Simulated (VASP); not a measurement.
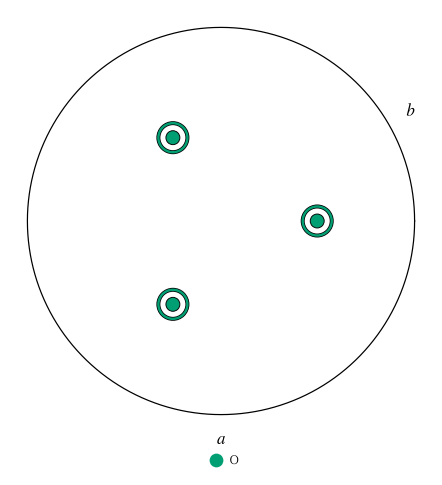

Crystal: SrO, a cell listed in the Materials Project, as set up for an electronic-structure calculation. Directions from one strontium atom at (2/3, 1/3, 3/4) to its bonded neighbours, in stereographic projection down c (filled: above the plane of the page or in it, open: below). The drawing is computed from the coordinates (standard cell, symmetry found to 0.002 Å).

Neighbours are counted up to 3.18 Å for O.

```
CELL_PARAMETERS angstrom
3.55329 0.00000 0.00000
-1.77664 3.07724 0.00000
0.00000 0.00000 6.21730
ATOMIC_POSITIONS crystal
Sr 0.66667 0.33333 0.75000
Sr 0.33333 0.66667 0.25000
O 0.00000 0.00000 0.50000
O 0.00000 0.00000 0.00000
```

How many neighbours are there, and at what angles?

6: 6 O at 2.57 Å. Angles between bonds: 74° (3×), 87° (6×), 133° (6×).

What is the site's symmetry in the crystal?

Point group -6m2 (D3h), order 12: one −6 axis, three twofold axes, four mirror planes. In No. 194, P6_3/mmc this is Wyckoff position 2c.
